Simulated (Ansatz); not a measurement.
# Two runs on SiO$_{2}$

System: SiO$_{2}$ (P4₂/mnm, 6 atoms in the cell).
Method of run A: DFT with LDA, PAW plane waves, no spin polarisation (Ansatz 0.2.0).

The structure derives from an entry of the Crystallography Open Database. Text and figures count atoms from 1; the logs count them from 0 in places.

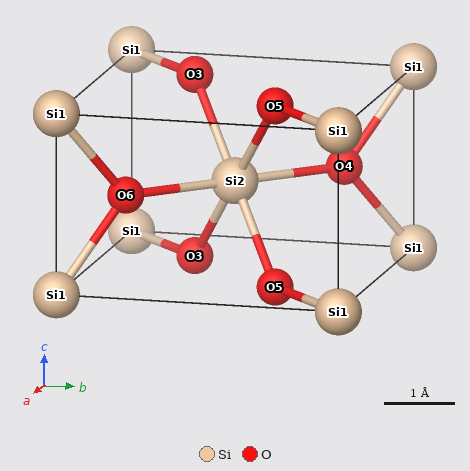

Fig. 1: The starting structure (ball-and-stick view of the cell of the calculation, seen slightly off an axis; atoms are numbered from 1 in the order of the input). Near neighbours in the crystal (not all of them lie inside the picture): Si has 6 O at 1.76 to 1.81 Å; O has 3 Si at 1.76 to 1.81 Å.

### The input, run A
```yaml
crystal:
  lattice:
    - [4.18928835, 0.0, 0.0]
    - [0.0, 4.18928835, 0.0]
    - [0.0, 0.0, 2.67017724]
  atoms:
    - { symbol: Si, position: [0.0, 0.0, 0.0] }
    - { symbol: Si, position: [0.5, 0.5, 0.5] }
    - { symbol: O, position: [0.3059, 0.3059, 0.0] }
    - { symbol: O, position: [0.1941, 0.8059, 0.5] }
    - { symbol: O, position: [0.6941, 0.6941, 0.0] }
    - { symbol: O, position: [0.8059, 0.1941, 0.5] }
  symmetry: { tolerance: 0.0003 }
kpoints:
  mp_grid: { grid: [4, 4, 7], shift: [0, 0, 0] }
magnetization:
  spin_polarized: false
scf:
  occupations: { method: fermi_dirac }
hamiltonian:
  pseudopotentials: { kind: paw }
  xc: lda
basis:
  ecutwfc: 420
output:
  forces: true
  stress: true
  eigenvalues: true
  write_density: true
  write_potential: true
  elf: true
  volumetric_format: npy
relax:
  max_steps: 40
  cell: {}
```

Launched with:
```bash
ansatz run input.yaml --threads 1 --pin off --max-ram 2560MiB --backend cpu --events-out ev --progress --plain --runs-dir out
```

Hardware: 1 thread of AMD EPYC (Zen 3), 64 GiB of memory available, shared host.

### Output, shortened to warnings, some set-up lines, iterations and results (run A)
```
Basis set: ecut = 420 eV, 917 PW (Γ)
Symmetry: 16 space group operations
k-points: 24 of 112
Initial density: superposition of atomic densities (neutral atoms: chi_scale 0, normalization atom), corrected by the library's trained network
[...]
SCF iter   1: F=—  HF=-3445.433026 eV  |F-HF|=—  |Δ(HF+E_count)|=         —  Δρ=1.51e-2  dr2=8.45e-2  ethr=1.77e-3  ⟨swp⟩=5.7  Hψ=2843  notcnv=0
SCF iter   2: F=—  HF=-3445.408581 eV  |F-HF|=—  |Δ(HF+E_count)|=   2.44e-2  Δρ=5.94e-3  dr2=6.43e-3  ethr=2.64e-4  ⟨swp⟩=2.3  Hψ=1109  notcnv=0  defer=39
SCF iter   3: F=—  HF=-3445.406187 eV  |F-HF|=—  |Δ(HF+E_count)|=   2.39e-3  Δρ=1.90e-3  dr2=5.31e-4  ethr=2.01e-5  ⟨swp⟩=2.0  Hψ=780  notcnv=0  defer=39
SCF iter   4: F=—  HF=-3445.405971 eV  |F-HF|=—  |Δ(HF+E_count)|=   2.16e-4  Δρ=1.42e-4  dr2=3.23e-6  ethr=1.66e-6  ⟨swp⟩=1.0  Hψ=488  notcnv=0  defer=39
SCF iter   5: F=—  HF=-3445.405967 eV  |F-HF|=—  |Δ(HF+E_count)|=   4.76e-6  Δρ=1.84e-5  dr2=5.13e-8  ethr=1.01e-8  ⟨swp⟩=2.3  Hψ=829  notcnv=0  defer=39
[... 38 lines ...]
SCF iter   3: F=—  HF=-3445.423582 eV  |F-HF|=—  |Δ(HF+E_count)|=   1.42e-8  Δρ=8.06e-7  dr2=1.01e-10  ethr=1.16e-10  ⟨swp⟩=2.0  Hψ=911  notcnv=0
SCF iter   4: F=—  HF=-3445.423582 eV  |F-HF|=—  |Δ(HF+E_count)|=  1.68e-11  Δρ=4.80e-7  dr2=7.13e-11  ethr=1.00e-12  ⟨swp⟩=7.6  Hψ=2818  notcnv=0
SCF iter   5: F=-3445.423582 eV  HF=-3445.423582 eV  |F-HF|=0.00e0  |Δ(HF+E_count)|=  2.82e-11  Δρ=5.15e-8  dr2=3.90e-13  ethr=1.00e-12  ⟨swp⟩=6.0  Hψ=2325  notcnv=0
SCF 7 converged in 5 iterations: F = -3445.423582 eV  dr2 = 3.90e-13
relax step   7: F+E_penalty+E_count = -3445.42358168 eV  Δ(F+E_penalty+E_count) = +3.440e-4 eV  max|allowed force component| = 2.124e-4 eV/Å  Δτ_max = 0.0000 Å  P = -0.011 …
basis re-selected at this cell: Δ(F+E_penalty+E_count) = +3.440e-4 eV, ΔP = -0.004 GPa vs the last step (what re-selecting the basis moved, of the pressure what is left beyond the Pulay correction that the steps carried, after the strain that the cell walked since its last selection, with what the …
SCF converged after 5 iterations
Free energy (F): -3445.423582 eV
Harris-Foulkes:  -3445.423582 eV  (|F-HF|=0.00e0)
Internal energy: -3445.423582 eV  (E = F + TS)
E sigma→0 (E₀):  -3445.423582 eV
Fermi energy:    13.430260 eV
--- Per-component energies (eV) ---
  E_band       = 62.868909
  E_kinetic    = 812.643460
  E_local      = -1209.590387  (includes V_loc(G=0)·N_el)
  E_nonlocal   = 246.860878
  E_hartree    = 424.432390
  E_xc         = -407.026326
  E_vxc        = -477.424749  (∫ρ·V_xc dr)
  E_paw        = -1565.420694  (= ΣΔE_a)
  E_vpaw       = -158.495349  (= ΣTr[D̂ρ^β])
  E_aug_tail   = 0.010284  (compensation charges beyond the density's cutoff)
  E_ewald      = -1747.889533
  E_core_change = 0.556347  (= ΣΔE_core)
  E_smearing   = -0.000000  (= −TS)
  E_closure    = 0.000000  (closes the sum)
  Σ components = -3445.423582   (vs F -3445.423582, Δ=0.00e0)
--- Forces (eV/Å), atoms counted from 1 ---
  atom   1  Si    -0.00000000     0.00000000     0.00000000
  atom   2  Si     0.00000000    -0.00000000     0.00000000
  atom   3  O      0.00021242     0.00021242     0.00000000
  atom   4  O     -0.00021242     0.00021242     0.00000000
  atom   5  O     -0.00021242    -0.00021242     0.00000000
  atom   6  O      0.00021242    -0.00021242     0.00000000
  max |Σ_I F_I| component: 8.67e-19 eV/Å
--- Stress (GPa, compression-positive) ---
       -0.010688       0.000000       0.000000
        0.000000      -0.010688       0.000000
        0.000000       0.000000      -0.013018
  P = ⅓ Tr σ = -0.0115 GPa (-0.115 kbar)
--- Relaxed structure (5 steps of the walk, 5 accepted, 2 SCFs on fresh bases) ---
  F+E_penalty+E_count = -3445.42358168 eV   max|allowed force component| = 2.124e-4 eV/Å   (the final SCF, on the basis selected at the relaxed cell)
  cell:  # Å, volume = 45.9458 Å³
    - [4.154935519753491, -1.0839824733011331e-34, 0.0]
    - [-2.202932123160367e-34, 4.154935519753491, 0.0]
    - [0.0, 0.0, 2.6614450268178405]
  atoms:
[...]
```

For run B the input was changed thus:
```diff
+  max_iter: 5
-  write_density: true
-  write_potential: true
-  elf: true
-  volumetric_format: npy
```

How does run B compare with run A?

Both reach the same energy, so the change doesn't alter the result. The SCF takes 33 iterations over all geometry steps against 34.

### Output, shortened to warnings, some set-up lines, iterations and results (run B)
```
Basis set: ecut = 420 eV, 917 PW (Γ)
Symmetry: 16 space group operations
k-points: 24 of 112
Initial density: superposition of atomic densities (neutral atoms: chi_scale 0, normalization atom), corrected by the library's trained network
[...]
SCF iter   1: F=—  HF=-3445.433026 eV  |F-HF|=—  |Δ(HF+E_count)|=         —  Δρ=1.51e-2  dr2=8.45e-2  ethr=1.77e-3  ⟨swp⟩=5.7  Hψ=2843  notcnv=0
SCF iter   2: F=—  HF=-3445.408581 eV  |F-HF|=—  |Δ(HF+E_count)|=   2.44e-2  Δρ=5.94e-3  dr2=6.43e-3  ethr=2.64e-4  ⟨swp⟩=2.3  Hψ=1109  notcnv=0  defer=39
SCF iter   3: F=—  HF=-3445.406189 eV  |F-HF|=—  |Δ(HF+E_count)|=   2.39e-3  Δρ=1.90e-3  dr2=5.37e-4  ethr=2.01e-5  ⟨swp⟩=5.5  Hψ=3317  notcnv=0
SCF iter   4: F=—  HF=-3445.405968 eV  |F-HF|=—  |Δ(HF+E_count)|=   2.21e-4  Δρ=1.34e-4  dr2=2.78e-6  ethr=1.68e-6  ⟨swp⟩=3.0  Hψ=2376  notcnv=0
SCF iter   5: F=-3445.405967 eV  HF=-3445.405967 eV  |F-HF|=1.50e-8  |Δ(HF+E_count)|=   1.08e-6  Δρ=1.23e-5  dr2=3.25e-8  ethr=3.13e-10  ⟨swp⟩=6.0  Hψ=2512  notcnv=0
[... 37 lines ...]
SCF iter   3: F=—  HF=-3445.423582 eV  |F-HF|=—  |Δ(HF+E_count)|=   1.41e-8  Δρ=8.23e-7  dr2=1.06e-10  ethr=1.16e-10  ⟨swp⟩=2.5  Hψ=1908  notcnv=0
SCF iter   4: F=—  HF=-3445.423582 eV  |F-HF|=—  |Δ(HF+E_count)|=  1.05e-11  Δρ=5.08e-7  dr2=7.99e-11  ethr=1.00e-12  ⟨swp⟩=5.0  Hψ=1950  notcnv=0
SCF iter   5: F=-3445.423582 eV  HF=-3445.423582 eV  |F-HF|=0.00e0  |Δ(HF+E_count)|=  2.64e-11  Δρ=5.21e-8  dr2=3.88e-13  ethr=1.00e-12  ⟨swp⟩=3.0  Hψ=2039  notcnv=0
SCF 7 converged in 5 iterations: F = -3445.423582 eV  dr2 = 3.88e-13
relax step   7: F+E_penalty+E_count = -3445.42358168 eV  Δ(F+E_penalty+E_count) = +3.440e-4 eV  max|allowed force component| = 2.148e-4 eV/Å  Δτ_max = 0.0000 Å  P = -0.011 …
basis re-selected at this cell: Δ(F+E_penalty+E_count) = +3.440e-4 eV, ΔP = -0.004 GPa vs the last step (what re-selecting the basis moved, of the pressure what is left beyond the Pulay correction that the steps carried, after the strain that the cell walked since its last selection, with what the …
SCF converged after 5 iterations
Free energy (F): -3445.423582 eV
Harris-Foulkes:  -3445.423582 eV  (|F-HF|=0.00e0)
Internal energy: -3445.423582 eV  (E = F + TS)
E sigma→0 (E₀):  -3445.423582 eV
Fermi energy:    13.430260 eV
--- Per-component energies (eV) ---
  E_band       = 62.868920
  E_kinetic    = 812.643456
  E_local      = -1209.590337  (includes V_loc(G=0)·N_el)
  E_nonlocal   = 246.860877
  E_hartree    = 424.432372
  E_xc         = -407.026325
  E_vxc        = -477.424748  (∫ρ·V_xc dr)
  E_paw        = -1565.420694  (= ΣΔE_a)
  E_vpaw       = -158.495348  (= ΣTr[D̂ρ^β])
  E_aug_tail   = 0.010284  (compensation charges beyond the density's cutoff)
  E_ewald      = -1747.889563
  E_core_change = 0.556347  (= ΣΔE_core)
  E_smearing   = -0.000000  (= −TS)
  E_closure    = 0.000000  (closes the sum)
  Σ components = -3445.423582   (vs F -3445.423582, Δ=0.00e0)
--- Forces (eV/Å), atoms counted from 1 ---
  atom   1  Si     0.00000000    -0.00000000     0.00000000
  atom   2  Si     0.00000000    -0.00000000     0.00000000
  atom   3  O      0.00021480     0.00021480     0.00000000
  atom   4  O     -0.00021480     0.00021480     0.00000000
  atom   5  O     -0.00021480    -0.00021480     0.00000000
  atom   6  O      0.00021480    -0.00021480     0.00000000
  max |Σ_I F_I| component: 4.34e-19 eV/Å
--- Stress (GPa, compression-positive) ---
       -0.010691       0.000000       0.000000
        0.000000      -0.010691       0.000000
        0.000000       0.000000      -0.013042
  P = ⅓ Tr σ = -0.0115 GPa (-0.115 kbar)
--- Relaxed structure (5 steps of the walk, 5 accepted, 2 SCFs on fresh bases) ---
  F+E_penalty+E_count = -3445.42358168 eV   max|allowed force component| = 2.148e-4 eV/Å   (the final SCF, on the basis selected at the relaxed cell)
  cell:  # Å, volume = 45.9458 Å³
    - [4.154935405304193, 2.3428008293927712e-34, 0.0]
    - [6.818599428829707e-34, 4.154935405304193, 0.0]
    - [0.0, 0.0, 2.6614451439160813]
  atoms:
[...]
```

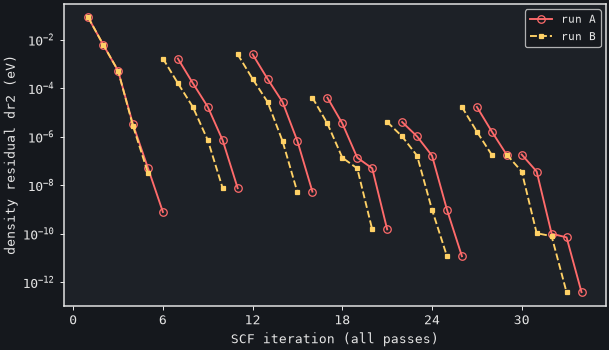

Fig. 2: Convergence of the two runs: density residual dr2 against the SCF iteration. A break in a curve parts two SCF passes. Run A takes 34 iterations in all, and run B takes 33.

### The two runs side by side

| quantity | run A | run B |
| --- | --- | --- |
| outcome | converged | converged |
| free energy per atom (eV) | −574.2373 | −574.2373 |
| gap on the mesh (eV) | 5.81 | 5.81 |
| pressure (GPa) | −0.01 | −0.01 |
| largest force (eV/Å) | 0.000 | 0.000 |
| SCF iterations | 34 | 33 |
| irreducible k-points | 24 | 24 |
| wall time (shared host) | 9.5 s | 10 s |

For run B: This input holds a deliberate fault: too few SCF iterations. It did no harm here: the run converged to the energy of the sound run within 1 meV per atom.
